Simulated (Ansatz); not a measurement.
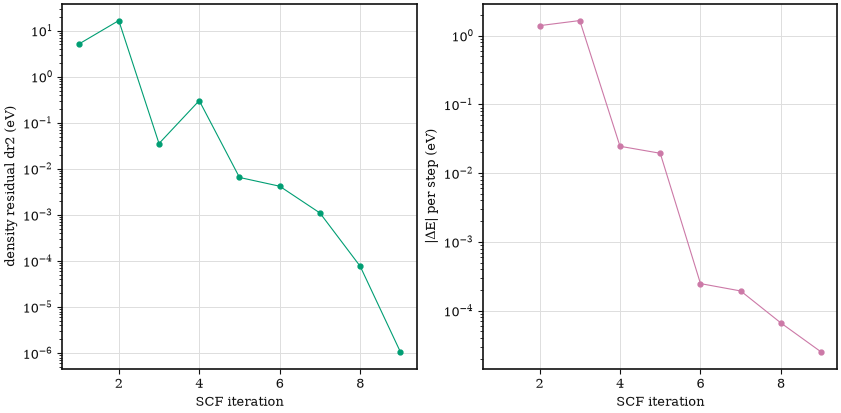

The plot shows the SCF iterations of a calculation: density residual dr2, step-to-step change of the Harris–Foulkes energy. The starting density is a sum of atomic densities corrected by a trained network.

MgO (4 atoms in the cell), run with Ansatz.

```
crystal:
  lattice:
    - [6.58400267, 0.0, 0.0]
    - [-3.29200133, 5.70191357, 0.0]
    - [0.0, 0.0, 7.9098031]
  atoms:
    - { symbol: Mg, position: [0.6666666667, 0.3333333333, 0.75] }
    - { symbol: Mg, position: [0.3333333333, 0.6666666667, 0.25] }
    - { symbol: O, position: [0.675244438, 0.3098984264, 0.25] }
    - { symbol: O, position: [0.3333333333, 0.6666666667, 0.75] }
basis:
  ecutwfc: 500
kpoints:
  mp_grid: { grid: [6, 6, 6] }
hamiltonian:
  xc: r2scan
scf:
  occupations: { method: gaussian, width: 0.05 }
  max_iter: 80
output:
  forces: true
  eigenvalues: true
  stress: true
```

Run as:
```bash
ansatz run input.yaml --threads 1 --pin off --max-ram 2560MiB --backend cpu --events-out ev --progress --plain --runs-dir out
```

> Was self-consistency reached?

It was still iterating, at step 9, when the time limit ended it. The residual goes from 5 at the first step to 1.1 × 10⁻⁶ at the last.

> Why did it fail, and what helps?

The input holds a fault, a lattice typed in bohr: crystal.lattice set to [[6.58400267, 0.0, 0.0], [-3.29200133, 5.70191357, 0.0], [0.0, 0.0, 7.9098031]]. The plot doesn't show it to be the cause; the time allowed was short.
